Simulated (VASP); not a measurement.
# ZnHgSeS with vdW-DF-cx: from relaxation to properties, part 2 of 3

What structure does ZnHgSeS take at this level, and what are its properties? The cell is invented: it takes the structure of a Materials Project entry for Zn2SeS (space group 160 there), with some of its atoms replaced by other elements, volume scaled by an estimate. It may not be a known or stable phase. The atoms of the start are displaced at random from the sites of a R3m cell.

VASP 6.6.1; vdW-DF-cx; plane waves and PAW (Hg, Se, Zn, S); invented cell.

So far, gap on the k-mesh (eV): step 2 (rough relaxation of the start cell) 0.163.

## (3) Full relaxation (vdW-DF-cx)

Properties are meant for the cell that this level of theory prefers, so cell and atoms are relaxed first (ISIF = 3) until forces and stress are small; EDIFFG sets the threshold.

INCAR reads:

```
SYSTEM = ZnHgSeS
PREC = Accurate
ENCUT = 400
EDIFF = 1E-06
NELM = 100
ISMEAR = 0
SIGMA = 0.05
LREAL = .FALSE.
ALGO = Normal
GGA = CX
AGGAC = 0
LUSE_VDW = .TRUE.
LASPH = .TRUE.
NBANDS = 24
LORBIT = 11
LWAVE = .FALSE.
LCHARG = .FALSE.
KPAR = 2
IBRION = 2
NSW = 60
ISIF = 3
EDIFFG = -0.01
```

POSCAR reads:

```
ZnHgSeS
1.0
    2.0486671244      1.1804858923      6.6654272993
   -2.0465518410      1.1819407829      6.6646269592
    0.0023171820     -2.3627549551      6.6650457271
Hg Se Zn S
1 1 1 1
Direct
    0.5012207703      0.4970329807      0.4977774489
    0.6333804831      0.6331792748      0.6261452653
    0.0040593394      0.0041099051      0.9969768966
    0.1203784073      0.1167258394      0.1159953891
```

KPOINTS reads:

```
Automatic mesh
0
Gamma
7 6 7
0 0 0
```

PAW data sets: Hg, Se, Zn and S (PBE family, release 64).

On the command line:

```
mpirun -np 2 vasp_std
```

Output:

```text
[banner, memory and clock lines left out]
running    2 mpi-ranks, on    1 nodes
 distrk:  each k-point on    1 cores,    2 groups
 distr:  one band on    1 cores,    1 groups

 POSCAR found type information on POSCAR HgSeZnS
 POSCAR found :  4 types and       4 ions
 [... a notice as in an earlier step ...]

 [... a notice as in an earlier step ...]

 LDA part: xc-table for (Slater+PW92), standard interpolation
 POSCAR, INCAR and KPOINTS ok, starting setup
 FFT: planning ... GRIDC
 FFT: planning ... GRID_SOFT
 FFT: planning ... GRID
 WAVECAR not read
 entering main loop
       N       E                     dE             d eps       ncg     rms          rms(c)
DAV:   1     0.239377055130E+03    0.23938E+03   -0.14742E+04  7104   0.128E+03
DAV:   2     0.135422166494E+02   -0.22583E+03   -0.21764E+03  7976   0.318E+02
DAV:   3    -0.252045102576E+01   -0.16063E+02   -0.15945E+02  8856   0.913E+01
DAV:   4    -0.273793240670E+01   -0.21748E+00   -0.21739E+00  8144   0.112E+01
DAV:   5    -0.274112146056E+01   -0.31891E-02   -0.31889E-02  9032   0.127E+00    0.109E+01
DAV:   6    -0.201569281422E+01    0.72543E+00   -0.16329E+00  9616   0.258E+01    0.838E+00
DAV:   7    -0.202827417993E+01   -0.12581E-01   -0.92411E-01  8520   0.892E+00    0.345E+00
DAV:   8    -0.201888715996E+01    0.93870E-02   -0.12683E-01  8640   0.551E+00    0.591E-01
DAV:   9    -0.201870262236E+01    0.18454E-03   -0.12319E-02  8320   0.144E+00    0.235E-01
DAV:  10    -0.201877671717E+01   -0.74095E-04   -0.27316E-03  9232   0.594E-01    0.103E-01
DAV:  11    -0.201883838481E+01   -0.61668E-04   -0.60606E-04  8224   0.265E-01    0.551E-02
DAV:  12    -0.201886638614E+01   -0.28001E-04   -0.91380E-05  8920   0.125E-01    0.277E-02
DAV:  13    -0.201886788247E+01   -0.14963E-05   -0.55927E-05  8536   0.114E-01    0.129E-02
DAV:  14    -0.201886749018E+01    0.39229E-06   -0.70788E-06  8616   0.348E-02
   1 F= -.20188675E+01 E0= -.20188600E+01  d E =-.201887E+01
 curvature:   0.00 expect dE= 0.000E+00 dE for cont linesearch  0.000E+00
 trial: gam= 0.00000 g(F)=  0.145E-03 g(S)=  0.224E-03 ort = 0.000E+00 (trialstep = 0.100E+01)
 search vector abs. value=  0.369E-03
 bond charge predicted
       N       E                     dE             d eps       ncg     rms          rms(c)
DAV:   1    -0.202082162602E+01   -0.19537E-02   -0.60763E-02  8304   0.265E+00    0.316E-01
DAV:   2    -0.201934255531E+01    0.14791E-02   -0.67957E-03  8496   0.171E+00    0.119E-01
DAV:   3    -0.201913266328E+01    0.20989E-03   -0.64454E-04  9680   0.369E-01    0.940E-02
DAV:   4    -0.201909504909E+01    0.37614E-04   -0.78654E-05  8072   0.995E-02    0.449E-02
DAV:   5    -0.201908231229E+01    0.12737E-04   -0.15031E-05  9264   0.393E-02    0.812E-03
DAV:   6    -0.201908232574E+01   -0.13450E-07   -0.36767E-06  7224   0.205E-02
   2 F= -.20190823E+01 E0= -.20190756E+01  d E =-.214836E-03
[...]
3 F= -.20190921E+01 E0= -.20190857E+01  d E =-.224607E-03
[...]
4 F= -.20192596E+01 E0= -.20192523E+01  d E =-.167473E-03
[...]
5 F= -.20193252E+01 E0= -.20193165E+01  d E =-.233076E-03
 curvature:  -2.09 expect dE=-0.251E-03 dE for cont linesearch -0.572E-06
 trial: gam= 0.19917 g(F)=  0.534E-04 g(S)=  0.663E-04 ort =-0.106E-04 (trialstep = 0.123E+01)
 search vector abs. value=  0.132E-03
 bond charge predicted
       N       E                     dE             d eps       ncg     rms          rms(c)
DAV:   1    -0.201979144038E+01   -0.46638E-03   -0.38168E-02  7144   0.144E+00    0.160E-01
DAV:   2    -0.201948853041E+01    0.30291E-03   -0.16688E-03  9024   0.695E-01    0.671E-02
DAV:   3    -0.201940706970E+01    0.81461E-04   -0.15673E-04  9064   0.178E-01    0.438E-02
DAV:   4    -0.201938787357E+01    0.19196E-04   -0.39804E-05  8608   0.645E-02    0.150E-02
DAV:   5    -0.201938621351E+01    0.16601E-05   -0.59788E-06  8280   0.205E-02    0.528E-03
DAV:   6    -0.201938615188E+01    0.61630E-07   -0.77618E-07  4392   0.144E-02
   6 F= -.20193862E+01 E0= -.20193770E+01  d E =-.609786E-04
 trial-energy change:   -0.000061  1 .order   -0.000068   -0.000144    0.000008
 step:   1.1362(harm=  1.1592)  dis= 0.00131  next Energy=    -2.019386 (dE=-0.613E-04)
 reached required accuracy - stopping structural energy minimisation
```

The job ended after 20 min (2 MPI ranks of Intel Xeon Platinum 8559C (Emerald Rapids), shared host; peak memory 2.1 GiB).

Parts of OUTCAR (step 3):

```text
  LATTYP: Found a triclinic cell.
 ALAT       =     4.0942315914
 B/A-ratio  =     0.9993845055
 C/A-ratio  =     1.7271256582
 COS(alpha) =     0.0000858055
 COS(beta)  =     0.2894492870
 COS(gamma) =     0.4994508306

The static configuration has the point symmetry C_1 .

 Found    148 irreducible k-points:

   k-points           NKPTS =    148   k-points in BZ     NKDIM =    148   number of bands    NBANDS=     24

   dimension x,y,z NGX =    48 NGY =   48 NGZ =   48
   dimension x,y,z NGXF=    96 NGYF=   96 NGZF=   96

   ENCUT  =  400.0 eV  29.40 Ry    5.42 a.u.  11.53 11.53 11.53*2*pi/ulx,y,z

   NELECT =      36.0000    total number of electrons

 E-fermi :   1.7811

 k-point     1 :       0.0000    0.0000    0.0000
  band No.  band energies     occupation
    ...
     14       0.6774      2.00000
     15       0.6843      2.00000
     16       1.5508      2.00000
     17       1.6930      1.98726
     18       1.6958      1.98418
     19       1.8585      0.02859
     20       3.8528      0.00000
     21       7.4578      0.00000
     22       7.4642      0.00000
     23       7.4738      0.00000
    ...

 k-point     2 :       0.1429    0.0000    0.0000
  band No.  band energies     occupation
    ...
     14      -0.2226      2.00000
     15       0.3027      2.00000
     16       0.5084      2.00000
     17       1.3837      2.00000
     18       1.4068      2.00000
     19       3.1382      0.00000
     20       4.6938      0.00000
     21       6.9566      0.00000
     22       7.5789      0.00000
     23       7.9125      0.00000
    ...

Total vdW correction in eV:      6.5627083

  Total       -0.0217407     -0.0151194     -0.0182380      0.0028921      0.0016166     -0.0013238
  in kB       -0.3602925     -0.2505636     -0.3022456      0.0479295      0.0267907     -0.0219388
  external PRESSURE =      -0.3043673 kB  Pullay stress =       0.0000000 kB

  energy-cutoff  :      400.00
  volume of cell :       96.68
      direct lattice vectors                 reciprocal lattice vectors
     2.043457319  1.180786960  6.687126365     0.244753389  0.141235774  0.049810265
    -2.041850845  1.180122218  6.686863473    -0.244805778  0.141315511  0.049854994
     0.000226771 -2.358562199  6.686530471     0.000042769 -0.282570909  0.049882211

 POSITION                                       TOTAL-FORCE (eV/Angst)
 -----------------------------------------------------------------------------------
      0.00918      0.00510     10.00820        -0.001515      0.002517      0.008893
      0.00175      0.01769     12.64958         0.002264     -0.002834     -0.001279
      0.00087     -2.34249      6.72866        -0.000122     -0.000438     -0.007527
      0.00704      0.00689      2.35558        -0.000627      0.000755     -0.000087
 -----------------------------------------------------------------------------------
    total drift:                                0.000285     -0.000330     -0.001206

  FREE ENERGIE OF THE ION-ELECTRON SYSTEM (eV)
  ---------------------------------------------------
  free  energy   TOTEN  =        -2.0193861519 eV

  energy  without entropy=       -2.0193678656  energy(sigma->0) =       -2.01937701

Total vdW correction in eV:      6.5626932

 total charge
# of ion       s       p       d       tot
------------------------------------------
    1        0.684   0.417   9.394  10.495
    2        1.446   2.370   0.029   3.845
    3        0.533   0.441   9.788  10.762
    4        1.336   2.340   0.000   3.676
--------------------------------------------------
tot          3.999   5.568  19.211  28.777

[... 2 parts as in an earlier step ...]

[... 7 further parts left out ...]
```

CONTCAR:

```
ZnHgSeS
   1.00000000000000
     2.0434573189173628    1.1807869597435530    6.6871263652397550
    -2.0418508453759792    1.1801222184316185    6.6868634725236715
     0.0002267709599367   -2.3585621991177383    6.6865304708338540
  Hg              Se              Zn              S
     1     1     1     1
Direct
     0.5014777236524572    0.4974314565113316    0.4977908793573354
     0.6330055395067253    0.6327157701273928    0.6259905745144064
     0.0045262934495889    0.0042134299997838    0.9975598818605907
     0.1200294434912318    0.1166873433614892    0.1155536641676768
```

Step by step:

```csv
step,energy less that of the first step (eV),largest force (eV/Å),pressure (GPa),volume (Å³)
1,0.0000,0.0397,-0.10,96.73
2,-0.0002,0.0237,0.05,96.53
3,-0.0002,0.0187,0.11,96.44
4,-0.0004,0.0180,0.08,96.51
5,-0.0005,0.0213,0.02,96.60
6,-0.0005,0.0094,-0.03,96.68
```

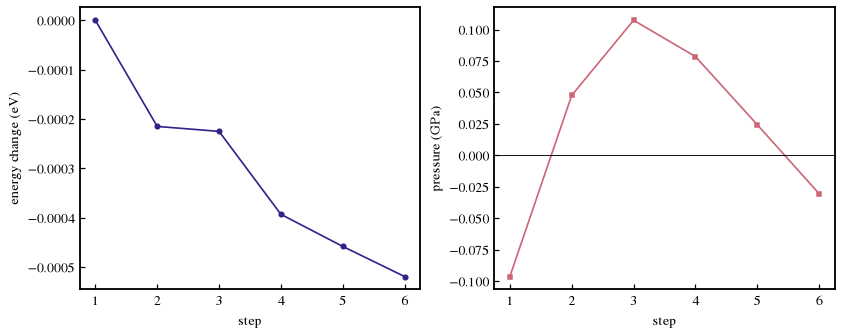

Energy and pressure along the relaxation.

```csv
cell as run,before,after,change
a (Å),7.072,7.091,+0.3 %
b (Å),7.071,7.091,+0.3 %
c (Å),7.071,7.090,+0.3 %
α (°),33.66,33.49,-0.5 %
β (°),33.63,33.50,-0.4 %
γ (°),33.66,33.48,-0.5 %
volume (Å³/atom),24.18,24.17,-0.1 %
```

Final coordinates:

```xyz
4
Lattice="2.0435 1.1808 6.6871 -2.0419 1.1801 6.6869 0.0002 -2.3586 6.6865" Properties=species:S:1:pos:R:3 pbc="T T T"
Hg    0.0092    0.0051   10.0082
Se    0.0018    0.0177   12.6496
Zn    0.0009   -2.3425    6.7287
S     0.0070    0.0069    2.3556
```

Numbers from this step:

| Item | Value |
| --- | --- |
| irreducible k-points | 148 |
| free energy (TOTEN) | -2.019 eV |
| Fermi energy | 1.781 eV |
| pressure | -0.03044 GPa |
| SCF cycles over all ionic steps | 44 |
| gap on the k-mesh | 0.1627 eV |
| least direct gap on the k-mesh | 0.1627 eV |

It ends with a largest force of 0.009 eV/Å and a pressure of -0.03 GPa.

## (4) Single point with fields (vdW-DF-cx)

The relaxed cell gets a fresh self-consistent run, on a basis set for its own volume, to fix the density and to check the remaining stress.

Edit INCAR of step 3 so:

```diff
@@ -16,7 +16,5 @@
 LWAVE = .FALSE.
-LCHARG = .FALSE.
-KPAR = 2
-IBRION = 2
-NSW = 60
-ISIF = 3
-EDIFFG = -0.01
+LCHARG = .TRUE.
+ISIF = 2
+LELF = .TRUE.
+LVHAR = .TRUE.
```

POSCAR reads:

```
ZnHgSeS
1.0
    2.0434573189      1.1807869597      6.6871263652
   -2.0418508454      1.1801222184      6.6868634725
    0.0002267710     -2.3585621991      6.6865304708
Hg Se Zn S
1 1 1 1
Direct
    0.5014777237      0.4974314565      0.4977908794
    0.6330055395      0.6327157701      0.6259905745
    0.0045262934      0.0042134300      0.9975598819
    0.1200294435      0.1166873434      0.1155536642
```

KPOINTS reads:

```
Automatic mesh
0
Gamma
7 7 7
0 0 0
```

On the command line:

```
mpirun -np 2 vasp_std
```

Output:

```text
[banner, memory and clock lines left out]
running    2 mpi-ranks, on    1 nodes
 distrk:  each k-point on    2 cores,    1 groups
 distr:  one band on    1 cores,    2 groups

 POSCAR found type information on POSCAR HgSeZnS
 POSCAR found :  4 types and       4 ions
 [... a notice as in an earlier step ...]

 [... a notice as in an earlier step ...]

 LDA part: xc-table for (Slater+PW92), standard interpolation
 POSCAR, INCAR and KPOINTS ok, starting setup
 FFT: planning ... GRIDC
 FFT: planning ... GRID_SOFT
 FFT: planning ... GRID
 WAVECAR not read
 entering main loop
       N       E                     dE             d eps       ncg     rms          rms(c)
DAV:   1     0.240079525413E+03    0.24008E+03   -0.14745E+04  8272   0.128E+03
DAV:   2     0.139773824954E+02   -0.22610E+03   -0.21788E+03  8968   0.318E+02
DAV:   3    -0.251155395974E+01   -0.16489E+02   -0.16390E+02 10256   0.924E+01
DAV:   4    -0.273868507367E+01   -0.22713E+00   -0.22701E+00  9632   0.114E+01
DAV:   5    -0.274191151811E+01   -0.32264E-02   -0.32261E-02 10432   0.127E+00    0.109E+01
DAV:   6    -0.201509677945E+01    0.72681E+00   -0.16361E+00 11192   0.258E+01    0.839E+00
DAV:   7    -0.202774786001E+01   -0.12651E-01   -0.93005E-01  9848   0.896E+00    0.345E+00
DAV:   8    -0.201826019088E+01    0.94877E-02   -0.12795E-01  9904   0.554E+00    0.596E-01
DAV:   9    -0.201811059473E+01    0.14960E-03   -0.12542E-02  9720   0.146E+00    0.238E-01
DAV:  10    -0.201817973462E+01   -0.69140E-04   -0.27230E-03 10528   0.593E-01    0.103E-01
DAV:  11    -0.201824541711E+01   -0.65682E-04   -0.61199E-04  9640   0.264E-01    0.550E-02
DAV:  12    -0.201827209335E+01   -0.26676E-04   -0.90637E-05 10464   0.124E-01    0.270E-02
DAV:  13    -0.201827402788E+01   -0.19345E-05   -0.54506E-05  9864   0.111E-01    0.125E-02
DAV:  14    -0.201827372742E+01    0.30046E-06   -0.69369E-06 10088   0.343E-02
   1 F= -.20182737E+01 E0= -.20182657E+01  d E =-.159552E-04
```

It took 4.4 min on 2 MPI ranks; peak memory 1.4 GiB.

From OUTCAR (step 4):

```text
  LATTYP: Found a triclinic cell.
 ALAT       =     4.0856295120
 B/A-ratio  =     0.9999213622
 C/A-ratio  =     1.7354267321
 COS(alpha) =     0.0000385428
 COS(beta)  =     0.2880534925
 COS(gamma) =     0.4996786322

The static configuration has the point symmetry C_1 .

 Found    172 irreducible k-points:

   k-points           NKPTS =    172   k-points in BZ     NKDIM =    172   number of bands    NBANDS=     24

   ENCUT  =  400.0 eV  29.40 Ry    5.42 a.u.  11.56 11.56 11.56*2*pi/ulx,y,z

   NELECT =      36.0000    total number of electrons

 E-fermi :   1.7814

 k-point     1 :       0.0000    0.0000    0.0000
  band No.  band energies     occupation
    ...
     14       0.6776      2.00000
     15       0.6848      2.00000
     16       1.5510      2.00000
     17       1.6937      1.98695
     18       1.6960      1.98430
     19       1.8586      0.02907
     20       3.8529      0.00000
     21       7.4579      0.00000
     22       7.4644      0.00000
     23       7.4737      0.00000
    ...

 k-point     2 :       0.1429    0.0000   -0.0000
  band No.  band energies     occupation
    ...
     14      -0.2224      2.00000
     15       0.3030      2.00000
     16       0.5089      2.00000
     17       1.3839      2.00000
     18       1.4074      2.00000
     19       3.1384      0.00000
     20       4.6938      0.00000
     21       6.9568      0.00000
     22       7.5789      0.00000
     23       7.9127      0.00000
    ...

Total vdW correction in eV:      6.5629448

  Total       -0.0333027     -0.0294625     -0.0353821      0.0004231      0.0031533     -0.0040399
  in kB       -0.5519023     -0.4882613     -0.5863613      0.0070121      0.0522566     -0.0669496
  external PRESSURE =      -0.5421750 kB  Pullay stress =       0.0000000 kB

  energy-cutoff  :      400.00
  volume of cell :       96.68
      direct lattice vectors                 reciprocal lattice vectors
     2.043457319  1.180786960  6.687126365     0.244753389  0.141235774  0.049810265
    -2.041850845  1.180122218  6.686863472    -0.244805778  0.141315511  0.049854994
     0.000226771 -2.358562199  6.686530471     0.000042769 -0.282570909  0.049882211

 POSITION                                       TOTAL-FORCE (eV/Angst)
 -----------------------------------------------------------------------------------
      0.00918      0.00510     10.00820        -0.000665      0.002031      0.009327
      0.00175      0.01769     12.64958         0.002170     -0.002756     -0.001771
      0.00087     -2.34249      6.72866         0.000285     -0.000725     -0.007379
      0.00704      0.00689      2.35558        -0.001790      0.001450     -0.000177
 -----------------------------------------------------------------------------------
    total drift:                                0.000038     -0.000062     -0.001343

  FREE ENERGIE OF THE ION-ELECTRON SYSTEM (eV)
  ---------------------------------------------------
  free  energy   TOTEN  =        -2.0182737274 eV

  energy  without entropy=       -2.0182577722  energy(sigma->0) =       -2.01826575

Total vdW correction in eV:      6.5628601

 total charge
# of ion       s       p       d       tot
------------------------------------------
    1        0.684   0.417   9.394  10.495
    2        1.446   2.370   0.029   3.845
    3        0.533   0.441   9.788  10.762
    4        1.336   2.340   0.000   3.676
--------------------------------------------------
tot          3.999   5.568  19.211  28.778

[... 2 parts as in an earlier step ...]

[... 7 further parts left out ...]
```

Numbers from this step:

- SCF cycles: 14
- irreducible k-points: 172
- free energy (TOTEN): -2.018 eV
- pressure: -0.05422 GPa
- gap on the k-mesh: 0.1626 eV
- least direct gap on the k-mesh: 0.1626 eV

Valence electrons inside each PAW sphere by angular momentum. Sphere charges, by row:

```csv
atom,s (e),p (e),d (e),tot (e)
Hg1,0.684,0.417,9.394,10.49
Se2,1.446,2.37,0.029,3.845
Zn3,0.533,0.441,9.788,10.76
S4,1.336,2.34,0,3.676
```

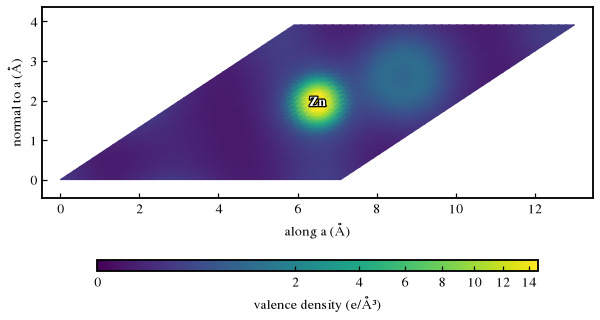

Valence density in the ac plane at fractional y = 0.004, with atoms of Zn within 0.2 Å of it. It is the smooth field of the valence electrons, not physical close to the nuclei. The map starts off the cell's origin, so that atoms lie inside it. The colour scale is stretched toward low values.

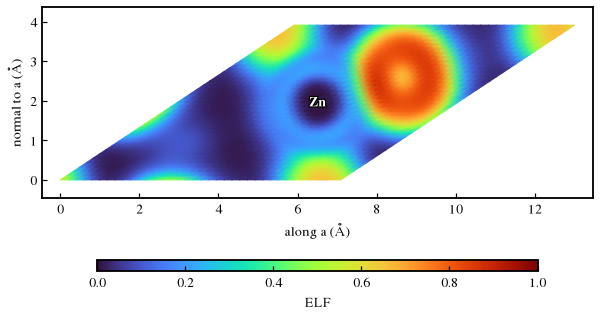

ELF in the ac plane at fractional y = 0.004, with atoms of Zn within 0.2 Å of it. It is the smooth field of the valence electrons, not physical close to the nuclei. The map starts off the cell's origin, so that atoms lie inside it.

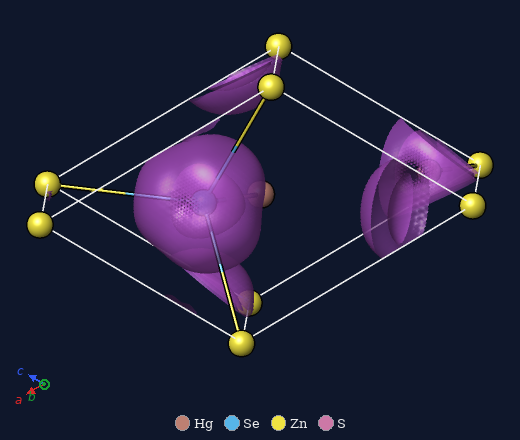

Surface of ELF = 0.81. Bonds to atoms that aren't drawn are left out.

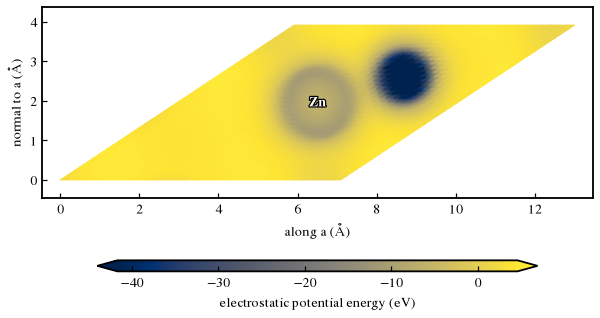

Electrostatic potential energy in the ac plane at fractional y = 0.004, with atoms of Zn within 0.2 Å of it. With pseudopotentials it is smooth inside the atoms' cores, unlike the true potential. The map starts off the cell's origin, so that atoms lie inside it.

In this run the pressure is -0.05 GPa, small enough to go on.

(Continued in part 3 of 3.)

[Lines on the potential files, build, host, timing and source positions are cut from VASP's logs without a mark.]

[Logs are printed without paths, hosts, clocks, repeated set-up lines and the standing remarks that a program may print on its own settings, such as how far it seeks lower states.]

[Hosts, paths, dates, database ids (printed as entryN), source tags and the programs' standing remarks are cut or masked in the printed files.]

[A measured line is paired with the nearest computed mode of its activity, which favours agreement.]

[In band tables of VASP the shares of atoms and orbitals are scaled to a sum of 1 inside the atoms' spheres.]
